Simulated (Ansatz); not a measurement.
## Nudged elastic band, with input and output: Ti₁₂HO₂₄ (charge +1) (part 3 of 3)

The same run, continued: Ti₁₂HO₂₄ (defect cell, 37 atoms in the cell, total charge +1); DFT PBEsol, scalar-relativistic, plane waves, PAW, no spin polarisation (Ansatz 0.2.0); cutoff 420 eV, 2×2×2 k-mesh, Gaussian smearing of 0.02 eV. The structure derives from a Materials Project entry. It belongs to a series of runs on one base structure; here: climbing-image band for the jump of H by 0.82 A.

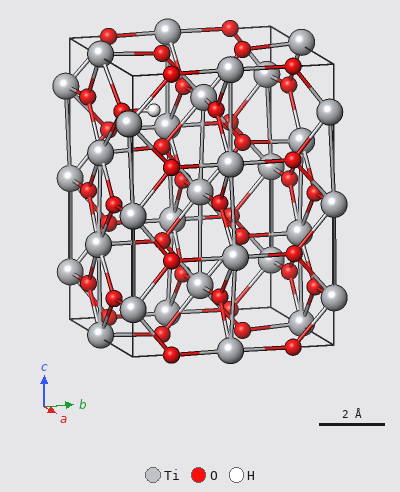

*The input geometry (ball-and-stick view of the cell of the calculation, seen slightly off an axis).*

Output, continued
```
  k-point 3: bands = ["-47.3772", "-47.3764", "-47.3606", "-47.3601", "-47.3315", "-47.3312", "-47.3196", "-47.3190", "-47.3080", "-47.3078", "-47.2347", "-47.2347", "-24.0627", "-24.0619", "-23.9956", "-23.9952", "-23.8602", "-23.8587", "-23.8000", "-23.7991", "-23.7970", "-23.7902", "-23.7749", "-23.7673", "-23.7419", "-23.7361", "-23.7223", "-23.7172", "-23.6814", "-23.6796", "-23.6688", "-23.6673", "-23.6495", "-23.6436", "-23.6415", "-23.6400", "-23.6384", "-23.6359", "-23.6305", "-23.6270",
      "-23.6204", "-23.6170", "-23.5882", "-23.5872", "-23.5786", "-23.5770", "-23.5582", "-23.5564", "-9.0890", "-8.5051", "-8.2441", "-8.1962", "-8.0707", "-7.8784", "-7.8609", "-7.8339", "-7.7966", "-7.7363", "-7.6962", "-7.5772", "-7.5018", "-7.4582", "-7.4122", "-7.3787", "-7.3496", "-7.3305", "-7.3182", "-7.2791", "-7.2163", "-7.2128", "-7.1940", "-7.1486", "2.7915", "3.8383", "3.8892", "3.9973", "4.1118", "4.2059", "4.2650", "4.3292",
      "4.3590", "4.4067", "4.4641", "4.4948", "4.5794", "4.5938", "4.6451", "4.6854", "4.8094", "4.8697", "4.8782", "5.0005", "5.0408", "5.0780", "5.0985", "5.2357", "5.3212", "5.3668", "5.6182", "5.6419", "5.6784", "5.6933", "5.8032", "5.9099", "5.9711", "6.0057", "6.0644", "6.1021", "6.3245", "6.3734", "6.4987", "6.5282", "6.5852", "6.6206", "6.7391", "6.7971", "6.8464", "6.8833", "6.9967", "7.0218",
      "7.0634", "7.1256", "7.1503", "7.2764", "7.3335", "7.4056", "7.4517", "7.4594", "7.5025", "7.5204", "7.5736", "7.6170", "7.7457", "7.8020", "7.9829", "8.0236", "8.0498", "8.1130", "8.1422", "8.1926", "8.2897", "8.3305", "8.5049", "8.7915", "11.3493", "11.4426", "11.4735", "11.4797", "11.5615", "11.5786", "11.6149", "11.7414", "11.7976", "11.8361", "11.9291", "11.9662", "12.0104", "12.0539", "12.0883", "12.1096",
      "12.1748", "12.1782", "12.2432", "12.3058", "12.3290", "12.3818", "12.4501", "12.5339", "12.5642", "12.6293", "12.6926", "12.7831", "12.8002", "12.8710", "12.8771", "12.9911", "13.0839", "13.1224", "13.2368", "13.4952", "14.1788"]
this run last wrote the band of iteration 10 to [file]
--- NEB band (7 images, 10 band iterations, 447 SCF iterations) ---
  forward barrier  = 0.246152 eV
  backward barrier = 0.246152 eV
  lagrangian_above_aufbau_ev (what the smearing adds, to first order; not taken off the barriers): saddle image +0.000000 eV, end points +0.000000 and +0.000000 eV
  climbing image's point = of an order that was not read
  energies are F+E_penalty+E_count in eV, relative to image 0
  image     s (Å)  Δ vs image 0  max|band force component| (eV/Å)
      0    0.0000      0.000000                                 —
      1    0.2049      0.023311                          4.708e-2
      2    0.4107      0.119785                          3.644e-2
  *   3    0.6171      0.246152                          1.559e-2
      4    0.8234      0.119743                          3.663e-2
      5    1.0292      0.023304                          4.726e-2
      6    1.2341     -0.000000                                 —
  climbing-image geometry (image 3):
  cell:  # Å, volume = 371.7179 Å³
    - [-4.5912433041, -4.5912433041, 0.0]
    - [-4.5912433041, 4.5912433041, 0.0]
    - [0.0, 0.0, -8.8170405773]
  atoms:
    - { symbol: Ti, position: [0.002326005152640448, 0.48646109288838624, 0.6618406633784449] }
    - { symbol: Ti, position: [0.002922574044538051, 0.5077061604724937, 0.33333128532232603] }
    - { symbol: Ti, position: [0.002296557408059091, 0.48652626815996813, 1.00482109520927] }
    - { symbol: Ti, position: [0.49767573713040836, 0.013540473318069929, 0.6618417767709565] }
    - { symbol: Ti, position: [0.4970760454468764, -0.007705844750261426, 0.3333312821522235] }
    - { symbol: Ti, position: [0.4977051923186744, 0.013475313993377064, 1.0048199862332656] }
    - { symbol: Ti, position: [0.5049060150863349, 0.4970563001393566, 0.49948984119107304] }
    - { symbol: Ti, position: [0.5048821267611063, 0.4969694095467976, 0.16716825545647926] }
    - { symbol: Ti, position: [0.4850776343042181, 0.5220899362744225, 0.833329039379874] }
    - { symbol: Ti, position: [-0.004905576288501226, 0.0029437920803566902, 0.49948984561810306] }
    - { symbol: Ti, position: [-0.0048816769973011615, 0.003030701825478835, 0.1671682562673406] }
    - { symbol: Ti, position: [0.01492133116693816, -0.022088303428449682, 0.8333290387300901] }
    - { symbol: O, position: [0.8035848564121063, 0.49242328992537343, 0.5000173322777137] }
    - { symbol: O, position: [0.8035807653628511, 0.49241758756012405, 0.16663726592500674] }
    - { symbol: O, position: [0.7913055113235228, 0.4382776572318723, 0.833327681029455] }
    - { symbol: O, position: [0.3065793194056438, -0.004838655645598988, 0.5003689683071265] }
    - { symbol: O, position: [0.3065842831246355, -0.004835167545869684, 0.16627952579207464] }
    - { symbol: O, position: [0.3113886772090553, -0.01057871057999013, 0.8333255425033286] }
    - { symbol: O, position: [0.01744693286219587, 0.1907663836888157, 0.6643042500424778] }
    - { symbol: O, position: [0.003981920568700836, 0.19258148450175105, 0.33333073048715145] }
    - { symbol: O, position: [0.01744674999173411, 0.19077126322090954, 1.0023422551341359] }
    - { symbol: O, position: [0.5139380300472727, 0.7021042805946107, 0.669294667028376] }
    - { symbol: O, position: [0.5023701839073578, 0.6974095533903937, 0.3333232893963805] }
    - { symbol: O, position: [0.5139393963771002, 0.7021071107974897, 0.9973567590121872] }
    - { symbol: O, position: [-0.002370348709283099, 0.8025899800636188, 0.33332329399586585] }
    - { symbol: O, position: [-0.013939684155903243, 0.7978916373113918, -0.0026432665706385234] }
    - { symbol: O, position: [-0.013938315639354937, 0.7978944790748692, 0.669294688213742] }
    - { symbol: O, position: [0.49601812106911897, 0.30741835751807095, 0.3333307234567546] }
    - { symbol: O, position: [0.48255274150212724, 0.3092284637997763, 0.0023421404081092907] }
    - { symbol: O, position: [0.48255255230688604, 0.30923333628934196, 0.6643043700729809] }
    - { symbol: O, position: [0.1934204621344492, 0.5048381578798748, 0.5003688967169622] }
    - { symbol: O, position: [0.19341550524330953, 0.504834669073958, 0.16627959455704047] }
    - { symbol: O, position: [0.18861043904302024, 0.5105775090871543, 0.8333255445094228] }
    - { symbol: O, position: [0.6964153769135046, 0.007576181780466207, 0.5000171994913105] }
    - { symbol: O, position: [0.6964194689620735, 0.0075818822720652435, 0.16663739922193913] }
    - { symbol: O, position: [0.7086930600925421, 0.06171847023335103, 0.8333276793616696] }
    - { symbol: H, position: [0.7500020291113422, 0.2500054979561842, 0.8333315719199792] }
```

The last band as extended XYZ (Å, eV, eV/Å)
```
37
Lattice="-4.5912 -4.5912 0.0000 -4.5912 4.5912 0.0000 0.0000 0.0000 -8.8170" Properties=species:S:1:pos:R:3:forces:R:3 image=0 energy=-43224.50461
Ti   -2.2288    2.2467   -5.8656    0.0003   0.0020  -0.0075
Ti   -2.3723    2.3000   -2.9392   -0.0002  -0.0018  -0.0027
Ti   -2.2299    2.2477   -8.8300    0.0024   0.0009   0.0106
Ti   -2.2518   -2.2446   -5.7958    0.0011  -0.0058  -0.0082
Ti   -2.2419   -2.3666   -2.9388    0.0013   0.0004  -0.0023
Ti   -2.2510   -2.2461   -8.8988    0.0019  -0.0018   0.0056
Ti   -4.5711   -0.0607   -4.4064    0.0021  -0.0003  -0.0102
Ti   -4.5699   -0.0616   -1.4707    0.0013  -0.0009   0.0038
Ti   -4.6063    0.1070   -7.3471   -0.0016   0.0007   0.0041
Ti    0.0109    0.0544   -4.4047   -0.0004   0.0005  -0.0087
Ti    0.0096    0.0551   -1.4725    0.0001  -0.0002   0.0050
Ti    0.0190   -0.2201   -7.3472    0.0014   0.0031   0.0013
O    -5.9686   -1.4235   -4.4095    0.0012   0.0002   0.0041
O    -5.9688   -1.4234   -1.4684    0.0027   0.0010  -0.0048
O    -5.8747   -1.4870   -7.3476   -0.0013  -0.0013  -0.0004
O    -1.3889   -1.4065   -4.3941    0.0014   0.0024   0.0037
O    -1.3890   -1.4067   -1.4838   -0.0002   0.0015   0.0006
O    -1.3957   -1.4678   -7.3474   -0.0006   0.0005  -0.0023
O    -0.9196    0.8305   -5.8814    0.0027  -0.0031   0.0038
O    -0.8927    0.8848   -2.9391   -0.0007   0.0004   0.0012
O    -0.9197    0.8307   -8.8137    0.0010  -0.0021  -0.0025
O    -5.5521    0.8866   -5.8894   -0.0010   0.0010   0.0020
O    -5.5012    0.8854   -2.9390   -0.0037   0.0032   0.0010
O    -5.5519    0.8864   -8.8056   -0.0029   0.0026  -0.0027
O    -3.6859    3.7019   -2.9391   -0.0007   0.0007   0.0008
O    -3.6478    3.7017   -0.0008   -0.0020   0.0022  -0.0028
O    -3.6474    3.7019   -5.8773   -0.0028   0.0016   0.0032
O    -3.6921   -0.8962   -2.9391    0.0009  -0.0012   0.0023
O    -3.6686   -0.8667    0.0058    0.0030  -0.0015  -0.0028
O    -3.6684   -0.8664   -5.8837   -0.0007  -0.0001   0.0036
O    -3.2052    1.3990   -4.4120   -0.0029  -0.0013   0.0061
O    -3.2052    1.3990   -1.4660   -0.0039  -0.0028  -0.0054
O    -3.2183    1.4301   -7.3475    0.0031   0.0010  -0.0010
O    -3.2042   -3.1715   -4.4108   -0.0018  -0.0016   0.0035
O    -3.2043   -3.1717   -1.4672   -0.0002  -0.0005  -0.0015
O    -3.4219   -3.0694   -7.3476   -0.0061   0.0058  -0.0014
H    -4.2182   -2.4624   -7.3484    0.0058  -0.0056   0.0008
37
Lattice="-4.5912 -4.5912 0.0000 -4.5912 4.5912 0.0000 0.0000 0.0000 -8.8170" Properties=species:S:1:pos:R:3:forces:R:3 image=2 energy=-43224.38483
Ti   -2.2287    2.2307   -5.8531    0.0242   0.0321  -0.0548
Ti   -2.3461    2.3040   -2.9390   -0.0249  -0.0318   0.0000
Ti   -2.2290    2.2316   -8.8420    0.0272   0.0277   0.0551
Ti   -2.3241   -2.2199   -5.8164    0.0761   0.0395   0.0591
Ti   -2.2486   -2.3294   -2.9390   -0.0182  -0.0279   0.0005
Ti   -2.3238   -2.2206   -8.8786    0.0738   0.0429  -0.0590
Ti   -4.5920   -0.0376   -4.4038    0.0088   0.0187  -0.0066
Ti   -4.5915   -0.0379   -1.4742    0.0109   0.0176   0.0075
Ti   -4.6310    0.1504   -7.3475   -0.0281  -0.0579   0.0004
Ti    0.0161    0.0362   -4.4045    0.0039   0.0052   0.0125
Ti    0.0155    0.0366   -1.4734    0.0012   0.0071  -0.0111
Ti    0.0232   -0.1959   -7.3475   -0.0771  -0.0866   0.0003
O    -5.9477   -1.4296   -4.4087    0.0039   0.0132  -0.0060
O    -5.9477   -1.4295   -1.4693    0.0037   0.0132   0.0057
O    -5.7284   -1.5756   -7.3475   -0.3041   0.1856   0.0002
O    -1.3837   -1.4306   -4.4090    0.0067   0.0246   0.0177
O    -1.3837   -1.4306   -1.4688    0.0067   0.0242  -0.0178
O    -1.3837   -1.4880   -7.3475   -0.0045  -0.0075   0.0000
O    -0.9512    0.7948   -5.8606    0.0227  -0.0057  -0.0140
O    -0.8994    0.8642   -2.9390    0.0127  -0.0054  -0.0002
O    -0.9513    0.7949   -8.8343    0.0234  -0.0061   0.0133
O    -5.5813    0.8675   -5.8983    0.0007   0.0191  -0.0075
O    -5.5079    0.8933   -2.9389   -0.0123   0.0088  -0.0004
O    -5.5812    0.8675   -8.7966    0.0000   0.0195   0.0072
O    -3.6742    3.6959   -2.9389   -0.0272   0.0318  -0.0005
O    -3.6061    3.7282    0.0198   -0.0379   0.0182  -0.0162
O    -3.6061    3.7281   -5.8977   -0.0388   0.0189   0.0160
O    -3.6848   -0.8715   -2.9390    0.0082  -0.0096  -0.0001
O    -3.6348   -0.8096   -0.0166   -0.0437  -0.0064   0.0269
O    -3.6349   -0.8095   -5.8612   -0.0430  -0.0068  -0.0276
O    -3.2059    1.4250   -4.4115   -0.0228  -0.0051  -0.0061
O    -3.2058    1.4251   -1.4664   -0.0229  -0.0050   0.0062
O    -3.2154    1.4665   -7.3475   -0.0521  -0.0395   0.0001
O    -3.2259   -3.1638   -4.4091   -0.0057   0.0022   0.0127
O    -3.2260   -3.1639   -1.4688   -0.0054   0.0022  -0.0131
O    -3.5499   -2.9737   -7.3475   -0.1008   0.0377   0.0000
H    -4.4420   -2.3770   -7.3475    0.5546  -0.3088  -0.0003
37
Lattice="-4.5912 -4.5912 0.0000 -4.5912 4.5912 0.0000 0.0000 0.0000 -8.8170" Properties=species:S:1:pos:R:3:forces:R:3 image=3 energy=-43224.25846
Ti   -2.2441    2.2228   -5.8355   -0.0147  -0.0080  -0.0013
Ti   -2.3444    2.3176   -2.9390   -0.0027  -0.0156   0.0001
Ti   -2.2443    2.2232   -8.8595   -0.0146  -0.0083   0.0015
Ti   -2.3471   -2.2228   -5.8355    0.0147   0.0080  -0.0013
Ti   -2.2468   -2.3176   -2.9390    0.0027   0.0156   0.0001
Ti   -2.3470   -2.2232   -8.8595    0.0146   0.0083   0.0015
Ti   -4.6003   -0.0360   -4.4040    0.0006   0.0135   0.0008
Ti   -4.5997   -0.0363   -1.4739    0.0002   0.0137  -0.0009
Ti   -4.6242    0.1699   -7.3475    0.0076   0.0123   0.0000
Ti    0.0090    0.0360   -4.4040   -0.0006  -0.0135   0.0008
Ti    0.0085    0.0363   -1.4739   -0.0002  -0.0137  -0.0009
Ti    0.0329   -0.1699   -7.3475   -0.0075  -0.0123   0.0000
O    -5.9503   -1.4286   -4.4087    0.0027   0.0028   0.0004
O    -5.9502   -1.4286   -1.4692    0.0027   0.0028  -0.0005
O    -5.6453   -1.6208   -7.3475    0.0045   0.0031   0.0000
O    -1.3854   -1.4298   -4.4118    0.0014   0.0018   0.0005
O    -1.3854   -1.4298   -1.4661    0.0013   0.0017  -0.0006
O    -1.3811   -1.4782   -7.3475    0.0073   0.0021   0.0000
O    -0.9560    0.7958   -5.8572    0.0037  -0.0048  -0.0039
O    -0.9025    0.8659   -2.9390   -0.0027   0.0047   0.0000
O    -0.9560    0.7958   -8.8377    0.0036  -0.0047   0.0039
O    -5.5831    0.8639   -5.9012    0.0060  -0.0057  -0.0027
O    -5.5085    0.8955   -2.9389    0.0047  -0.0033   0.0000
O    -5.5832    0.8639   -8.7937    0.0062  -0.0059   0.0026
O    -3.6740    3.6958   -2.9389   -0.0046   0.0032   0.0000
O    -3.5993    3.7273    0.0233   -0.0062   0.0059   0.0026
O    -3.5993    3.7273   -5.9012   -0.0061   0.0058  -0.0027
O    -3.6888   -0.8659   -2.9390    0.0027  -0.0047   0.0000
O    -3.6353   -0.7958   -0.0207   -0.0036   0.0047   0.0038
O    -3.6353   -0.7958   -5.8572   -0.0037   0.0048  -0.0038
O    -3.2059    1.4298   -4.4118   -0.0014  -0.0018   0.0005
O    -3.2058    1.4298   -1.4661   -0.0013  -0.0018  -0.0006
O    -3.2101    1.4782   -7.3475   -0.0073  -0.0021   0.0000
O    -3.2322   -3.1626   -4.4087   -0.0026  -0.0027   0.0004
O    -3.2322   -3.1626   -1.4692   -0.0027  -0.0027  -0.0005
O    -3.5371   -2.9704   -7.3475   -0.0042  -0.0033   0.0000
H    -4.5913   -2.2956   -7.3475   -0.0003   0.0002   0.0000
37
Lattice="-4.5912 -4.5912 0.0000 -4.5912 4.5912 0.0000 0.0000 0.0000 -8.8170" Properties=species:S:1:pos:R:3:forces:R:3 image=4 energy=-43224.38487
Ti   -2.2671    2.2199   -5.8164   -0.0760  -0.0394   0.0591
Ti   -2.3426    2.3294   -2.9390    0.0182   0.0280   0.0005
Ti   -2.2675    2.2206   -8.8786   -0.0738  -0.0428  -0.0591
Ti   -2.3626   -2.2307   -5.8531   -0.0242  -0.0321  -0.0547
Ti   -2.2451   -2.3040   -2.9390    0.0249   0.0317   0.0000
Ti   -2.3622   -2.2316   -8.8420   -0.0272  -0.0277   0.0550
Ti   -4.6073   -0.0362   -4.4045   -0.0040  -0.0052   0.0125
Ti   -4.6068   -0.0366   -1.4734   -0.0013  -0.0071  -0.0111
Ti   -4.6145    0.1959   -7.3475    0.0771   0.0864   0.0003
Ti    0.0008    0.0376   -4.4038   -0.0087  -0.0187  -0.0064
Ti    0.0002    0.0379   -1.4742   -0.0109  -0.0176   0.0074
Ti    0.0397   -0.1504   -7.3475    0.0282   0.0578   0.0004
O    -5.9566   -1.4274   -4.4091    0.0057  -0.0021   0.0127
O    -5.9565   -1.4274   -1.4688    0.0054  -0.0022  -0.0131
O    -5.6326   -1.6176   -7.3475    0.1009  -0.0378   0.0000
O    -1.3854   -1.4250   -4.4115    0.0227   0.0050  -0.0061
O    -1.3854   -1.4251   -1.4664    0.0228   0.0049   0.0062
O    -1.3759   -1.4665   -7.3475    0.0520   0.0394   0.0001
O    -0.9563    0.8095   -5.8612    0.0430   0.0068  -0.0277
O    -0.9065    0.8715   -2.9390   -0.0082   0.0095  -0.0001
O    -0.9564    0.8096   -8.8337    0.0437   0.0064   0.0270
O    -5.5764    0.8631   -5.8977    0.0387  -0.0188   0.0161
O    -5.5083    0.8953   -2.9389    0.0271  -0.0317  -0.0005
O    -5.5764    0.8631   -8.7972    0.0378  -0.0181  -0.0163
O    -3.6746    3.6980   -2.9389    0.0123  -0.0088  -0.0004
O    -3.6012    3.7238    0.0204   -0.0001  -0.0195   0.0072
O    -3.6012    3.7237   -5.8983   -0.0007  -0.0191  -0.0075
O    -3.6919   -0.8642   -2.9390   -0.0126   0.0053  -0.0002
O    -3.6400   -0.7949   -0.0173   -0.0233   0.0060   0.0133
O    -3.6401   -0.7948   -5.8606   -0.0226   0.0056  -0.0140
O    -3.2075    1.4306   -4.4090   -0.0067  -0.0246   0.0177
O    -3.2075    1.4306   -1.4688   -0.0067  -0.0242  -0.0178
O    -3.2075    1.4880   -7.3475    0.0046   0.0075   0.0000
O    -3.2348   -3.1617   -4.4087   -0.0038  -0.0131  -0.0060
O    -3.2348   -3.1618   -1.4693   -0.0036  -0.0131   0.0057
O    -3.4540   -3.0157   -7.3475    0.3042  -0.1855   0.0002
H    -4.7405   -2.2142   -7.3475   -0.5546   0.3089  -0.0003
37
Lattice="-4.5912 -4.5912 0.0000 -4.5912 4.5912 0.0000 0.0000 0.0000 -8.8170" Properties=species:S:1:pos:R:3:forces:R:3 image=6 energy=-43224.50461
Ti   -2.3395    2.2446   -5.7958   -0.0011   0.0058  -0.0082
Ti   -2.3493    2.3666   -2.9388   -0.0013  -0.0004  -0.0023
Ti   -2.3402    2.2461   -8.8988   -0.0019   0.0018   0.0056
Ti   -2.3624   -2.2467   -5.8656   -0.0003  -0.0020  -0.0075
Ti   -2.2189   -2.3000   -2.9392    0.0002   0.0018  -0.0027
Ti   -2.3613   -2.2477   -8.8300   -0.0024  -0.0009   0.0106
Ti   -4.6022   -0.0544   -4.4047    0.0003  -0.0005  -0.0087
Ti   -4.6008   -0.0551   -1.4725   -0.0001   0.0002   0.0050
Ti   -4.6102    0.2201   -7.3472   -0.0014  -0.0031   0.0013
Ti   -0.0202    0.0607   -4.4064   -0.0021   0.0003  -0.0102
Ti   -0.0214    0.0616   -1.4707   -0.0013   0.0009   0.0038
Ti    0.0150   -0.1070   -7.3471    0.0016  -0.0007   0.0041
O    -5.9783   -1.4197   -4.4108    0.0018   0.0016   0.0035
O    -5.9781   -1.4195   -1.4672    0.0002   0.0005  -0.0015
O    -5.7605   -1.5218   -7.3476    0.0061  -0.0058  -0.0014
O    -1.3860   -1.3990   -4.4120    0.0029   0.0013   0.0061
O    -1.3860   -1.3990   -1.4660    0.0039   0.0028  -0.0054
O    -1.3730   -1.4301   -7.3475   -0.0031  -0.0010  -0.0010
O    -0.9228    0.8664   -5.8837    0.0007   0.0001   0.0036
O    -0.8991    0.8962   -2.9391   -0.0009   0.0012   0.0023
O    -0.9226    0.8667   -8.8112   -0.0030   0.0015  -0.0028
O    -5.5351    0.8894   -5.8773    0.0028  -0.0016   0.0032
O    -5.4966    0.8894   -2.9391    0.0007  -0.0007   0.0008
O    -5.5347    0.8895   -8.8178    0.0020  -0.0022  -0.0028
O    -3.6813    3.7058   -2.9390    0.0037  -0.0032   0.0010
O    -3.6306    3.7048    0.0114    0.0029  -0.0026  -0.0027
O    -3.6304    3.7046   -5.8894    0.0010  -0.0009   0.0020
O    -3.6985   -0.8848   -2.9391    0.0007  -0.0004   0.0012
O    -3.6716   -0.8307    0.0033   -0.0010   0.0021  -0.0025
O    -3.6717   -0.8305   -5.8814   -0.0027   0.0031   0.0038
O    -3.2023    1.4065   -4.3941   -0.0014  -0.0024   0.0037
O    -3.2023    1.4067   -1.4838    0.0002  -0.0015   0.0006
O    -3.1955    1.4678   -7.3474    0.0006  -0.0005  -0.0023
O    -3.2139   -3.1677   -4.4095   -0.0012  -0.0002   0.0041
O    -3.2137   -3.1678   -1.4684   -0.0027  -0.0010  -0.0048
O    -3.3078   -3.1043   -7.3476    0.0013   0.0013  -0.0004
H    -4.9642   -2.1289   -7.3484   -0.0058   0.0056   0.0008
```

Summary

```tsv
quantity	value
outcome	converged
barrier, forward	0.246 eV
barrier, backward	0.246 eV
electrons treated	288
wall time	7.4 min (CPU time 43 min)
peak memory	3.1 GiB
```

The order of the saddle point was not checked.
